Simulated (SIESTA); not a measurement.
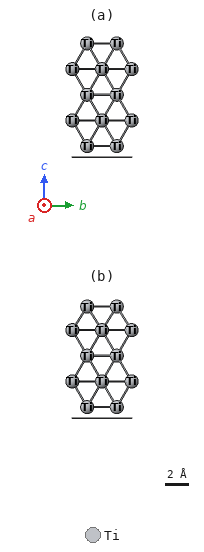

The structure of a slab of composition Ti before (top) and after (bottom) a relaxation, at one scale.

Style: ball-and-stick. Shown: the 3 × 2 repeat of the cell, outlined in the plane, without the vacuum, along the a axis.

The run lets the atoms move in a fixed cell.

Computed with Kohn-Sham DFT of a periodic cell, PBE, PseudoDojo 0.4 standard, converted to PSML in SIESTA.

Input file:
```python
from ase import Atoms
from ase.calculators.siesta import Siesta
from ase.units import Ry, GPa
from ase.optimize import BFGS
from ase.constraints import FixAtoms

atoms = Atoms(
    ['Ti', 'Ti', 'Ti', 'Ti', 'Ti'],
    cell=[
        [2.8422953752, -0.0, 0.0],
        [-0.9474317917, 2.6797417786, -0.0],
        [0.0, 0.0, 24.2828978234],
    ],
    scaled_positions=[
        [0.5, 0.5, 0.3088593484],
        [0.0, 0.0, 0.4044296742],
        [0.5, 0.5, 0.5],
        [0.0, 0.0, 0.5955703258],
        [0.5, 0.5, 0.6911406516],
    ],
    pbc=True,
)

fdf = {
    'SCFMustConverge': False,
    'OccupationFunction': 'FD',
    'ElectronicTemperature': '0.05 eV',
    'Slab.DipoleCorrection': 'vacuum',
    'MaxSCFIterations': '120',
    'SCF.Mixer.Method': 'Pulay',
    'SCF.Mixer.Weight': '0.25',
    'SCF.Mixer.History': '8',
    'SCF.DM.Tolerance': '5.0e-05',
    'SCF.H.Tolerance': '1.0e-03 eV',
    'WriteForces': 'true',
    'Charge.Mulliken': 'end',
    'PAO.Basis': ['Ti.1 5', 'n=3 0 2', '  3.144 0.000', 'n=4 0 2', '  8.756 0.000', 'n=3 1 2', '  3.568 0.000', 'n=4 1 1', '  8.756', 'n=3 2 2', '  6.267 0.000'],
}
calc = Siesta(
    label="Ti",
    command="siesta < PREFIX.fdf > PREFIX.out",
    pseudo_path="pseudos",
    pseudo_qualifier="",
    xc=('GGA', 'PBE'),
    basis_set="DZP",
    mesh_cutoff=800 * Ry,
    energy_shift=0.003 * Ry,
    kpts=[8, 8, 1],
    spin="non-polarized",
    fdf_arguments=fdf,
)
atoms.calc = calc

atoms.set_constraint(FixAtoms([0, 1]))
opt = BFGS(atoms, trajectory="relax.traj")
converged = opt.run(fmax=0.01, steps=40)
print("converged:", converged)
print("cell (A):", atoms.cell.cellpar().round(5))
print("scaled positions:")
print(atoms.get_scaled_positions().round(6))
print(f"energy = {atoms.get_potential_energy():.6f} eV")
free = atoms.get_potential_energy(force_consistent=True)
print(f"free energy = {free:.6f} eV")
print("forces (eV/A):")
print(atoms.get_forces(apply_constraint=False).round(6))
print("stress (GPa, Voigt order, tension positive):", (atoms.get_stress() / GPa).round(4))
```

Launched with:
```bash
python run.py
```

### Describe what moved and what it gained.

The run was cut off at its time limit before the relaxation converged, so the last structure is only a point on the way. A Ti atom moves most: 0.19 Å along the normal (−c). The cell doesn't change. Some distances before and after: Ti–Ti 2.842 → 2.690 Å, Ti–Ti 3.282 → 3.151 Å, Ti–Ti 2.842 → 2.851 Å. After 11 geometry steps the energy has fallen by 59.8 meV per cell of the calculation. The largest force component goes from 0.54 to 0.11 eV/Å. Cost: 42 min on 1 thread of Arm Neoverse V2, with other jobs on the host, peak memory 0.65 GiB.
